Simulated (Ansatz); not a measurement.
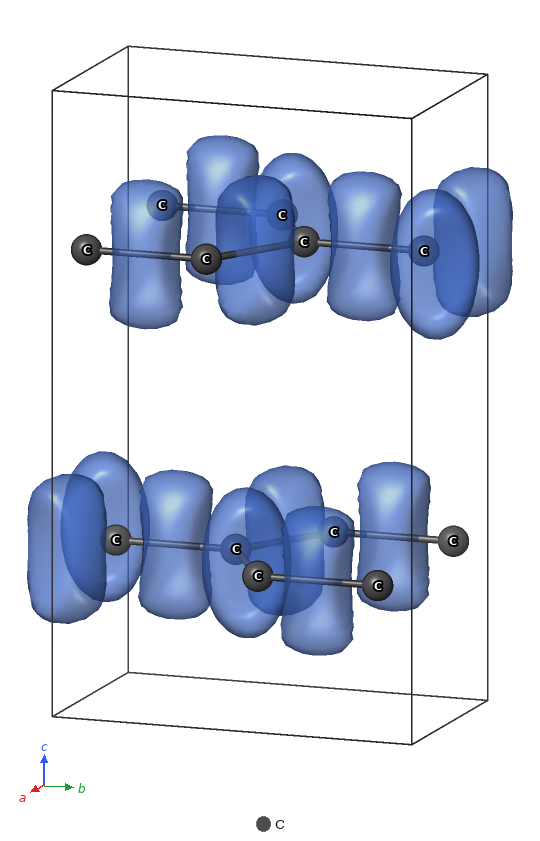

*C. Isosurface of the ELF at 0.7 (blue), seen slightly off an axis. Only the valence region is drawn (cores and ρ < 0.01 e/Å³ removed). Sticks mark near contacts.*

Space group Cmcm.

Level of theory: Ansatz 0.2.0, DFT r2SCAN, scalar-relativistic, plane waves, PAW.

Core electrons are frozen (PAW), and the valence fields are smoothed inside the atomic spheres.

> What do the ELF domains correspond to?

The ELF exceeds this value in twelve regions between bonded C–C atoms, counted in one cell of 8 atoms. Any copies at cell faces, edges or corners count once. Profiles from the grid: C–C (1.42 Å): the ELF peaks at about 0.95 between the atoms.
